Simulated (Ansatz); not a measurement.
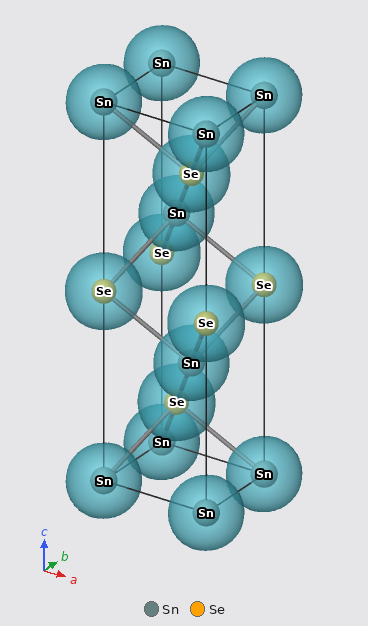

The picture shows: SnSe. Isosurface of the valence pseudo-density at 0.5 e/Å³ (cyan), seen slightly off an axis. Sticks mark near contacts.

Space group R-3m; changed on purpose from its base cell (equal xy, yz and zx shear strains of -1 %, PAW files).

Method: DFT, PBEsol, PAW with Ansatz's default frozen-core files, scalar-relativistic in Ansatz 0.2.0.

```yaml
crystal:
  lattice:
    - [3.02505, 0.00000, -3.02505]
    - [-3.02505, 3.02505, 0.00000]
    - [5.95980, 5.95980, 5.95980]
  atoms:
    - { symbol: Sn, position: [0.00000, 0.00000, 0.00000] }
    - { symbol: Sn, position: [0.66667, 0.33333, 0.33333] }
    - { symbol: Sn, position: [0.33333, 0.66667, 0.66667] }
    - { symbol: Se, position: [0.33333, 0.66667, 0.16667] }
    - { symbol: Se, position: [0.00000, 0.00000, 0.50000] }
    - { symbol: Se, position: [0.66667, 0.33333, 0.83333] }
```

> How is the density connected at this value?

At this value the density breaks into separate islands; it holds about 75 % of the electrons treated as valence (semicore included). It bridges none of the near contacts. It is pinched off along the sampled Sn–Se (3.01 Å) contacts. On the grid the lowest density along these lines, outside the cores, is 0.22 e/Å³ (Sn–Se, 3.01 Å).
